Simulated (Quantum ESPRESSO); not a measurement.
# Energy of Li$_{2}$O along an even scaling of the cell

System: Li$_{2}$O (3 atoms in the cell).
Method: Kohn-Sham DFT of a periodic cell, PBE, SSSP 1.3 efficiency PBE, no spin polarisation (Quantum ESPRESSO 7.5).

The 7 runs differ only in the geometry, by an even scaling of the cell at fixed fractional positions. The structure derives from a Materials Project entry.

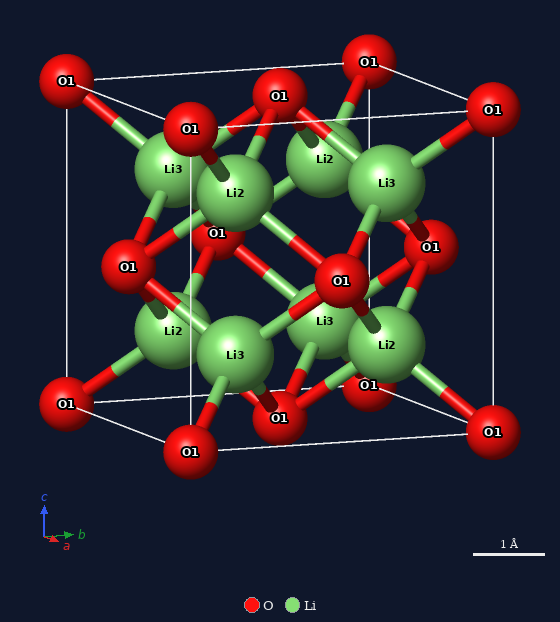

Figure 1. The structure of run 4 (ball-and-stick view of the cell 4 times as large as that of the calculation, set on its symmetry axes, seen slightly off an axis; atoms are numbered from 1 in the order of the input).

### Input of run 4
```
&CONTROL
  calculation = 'scf'
  prefix = 'pwscf'
  outdir = './tmp'
  pseudo_dir = './pseudo'
  tprnfor = .true.
  tstress = .true.
  disk_io = 'nowf'
/
&SYSTEM
  ibrav = 0
  nat = 3
  ntyp = 2
  ecutwfc = 55
  ecutrho = 440
  nbnd = 12
  occupations = 'smearing'
  smearing = 'fd'
  degauss = 0.00367493
/
&ELECTRONS
  conv_thr = 6d-10
  electron_maxstep = 120
  mixing_beta = 0.5
/
ATOMIC_SPECIES
O     15.9990 O.pbe-n-kjpaw_psl.0.1.UPF
Li     6.9400 li_pbe_v1.4.uspp.F.UPF
CELL_PARAMETERS angstrom
   0.0000000000    2.3268543819    2.3268543819
   2.3268543819    0.0000000000    2.3268543819
   2.3268543819    2.3268543819    0.0000000000
ATOMIC_POSITIONS crystal
O      0.0000000000    0.0000000000    0.0000000000
Li     0.2500000000    0.2500000000    0.2500000000
Li     0.7500000000    0.7500000000    0.7500000000
K_POINTS automatic
10 10 10 0 0 0
```

Command:
```bash
OMP_NUM_THREADS=1 pw.x -in pw.in > pw.out
```

Lattice vectors (Å) and fractional positions of run 4:
```
   0.000000    2.326854    2.326854
   2.326854    0.000000    2.326854
   2.326854    2.326854    0.000000
O   0.000000  0.000000  0.000000
Li  0.250000  0.250000  0.250000
Li  0.750000  0.750000  0.750000
```

Run 5 differs from it as follows:
```diff
-   0.0000000000    2.3268543819    2.3268543819
-   2.3268543819    0.0000000000    2.3268543819
-   2.3268543819    2.3268543819    0.0000000000
+   0.0000000000    2.3422644627    2.3422644627
+   2.3422644627    0.0000000000    2.3422644627
+   2.3422644627    2.3422644627    0.0000000000
```

### Results, with one run withheld

| run | volume per atom (Å³) | free energy per atom, from the lowest run given (meV) | pressure (GPa) | gap on the mesh (eV) |
| --- | --- | --- | --- | --- |
| 1 | 7.895 | 3.99 | 3.63 | 5.06 |
| 2 | 8.063 | 1.05 | 1.73 | 5.02 |
| 3 | 8.231 | 0.00 | 0.02 | 4.98 |
| 4 | 8.399 | 0.66 | −1.53 | 4.94 |
| 5 | 8.567 | ? | ? | ? |
| 6 | 8.735 | 6.47 | −4.20 | 4.82 |
| 7 | 8.903 | 11.36 | −5.35 | 4.69 |

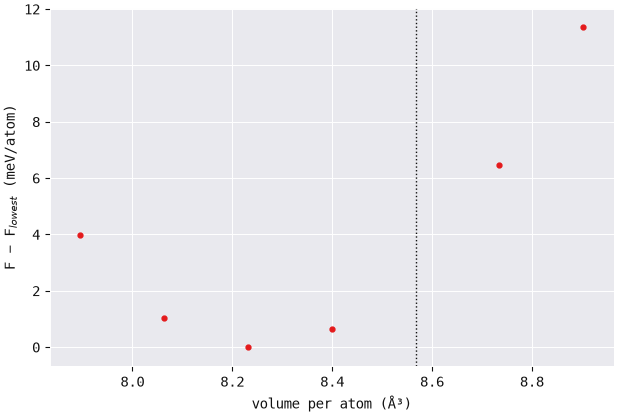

Figure 2. Free energy per atom of the runs given; the dotted line marks run 5.

Estimate the energy of run 5 from the others.

A cubic polynomial in V^(−2/3) (the Birch–Murnaghan form), fitted to the 6 runs given, misses them by under 0.01 meV per atom. With x = V^(−2/3) − 0.24280 Å⁻², it reads F = 0.35091 − 331.47 x + 76565 x² − 29222 x³ (meV per atom). At run 5 it gives 2.86 meV per atom, and the run itself gives 2.86. The slope of the fit gives a pressure −dF/dV of −2.80 GPa there, and the run prints −2.93 GPa. The two needn't agree exactly: the fit is approximate, and the printed stress is taken on a finite basis. The fit has its minimum at 8.248 Å³ per atom, where V d²F/dV² gives 79.1 GPa: the bulk modulus at this level, since symmetry fixes the shape and the positions. The gap on the mesh goes, without turning, from 5.06 eV in run 1 to 4.69 eV in run 7; run 5 has 4.90 eV. These are gaps of this functional on this mesh, which can miss the band edges; they aren't the measured gap.

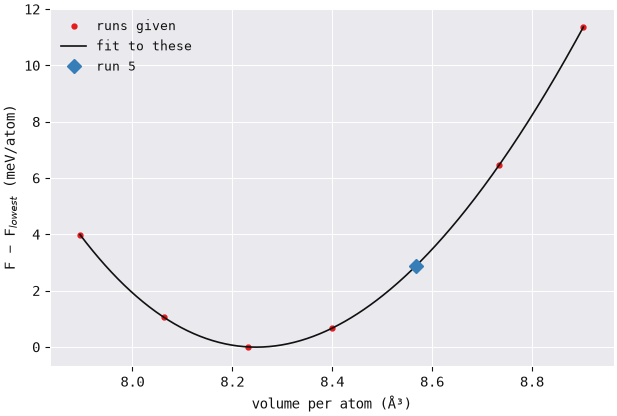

Figure 3. The fit and the withheld run.

### Some lines of the output (run 5)
```
[...]
     number of k points=    47  Fermi-Dirac smearing, width (Ry)=  0.0037
     total energy              =     -70.87980067 Ry
     total energy              =     -70.87007106 Ry
     total energy              =     -70.87218710 Ry
     total energy              =     -70.87291526 Ry
     total energy              =     -70.87294381 Ry
     total energy              =     -70.87295122 Ry
     total energy              =     -70.87295167 Ry
     total energy              =     -70.87295170 Ry
     the Fermi energy is     3.6456 ev
!    total energy              =     -70.87295170 Ry
     The total energy is F=E-TS. E is the sum of the following terms:
     Computing stress (Cartesian axis) and pressure
          total   stress  (Ry/bohr**3)                   (kbar)     P=      -29.31
```
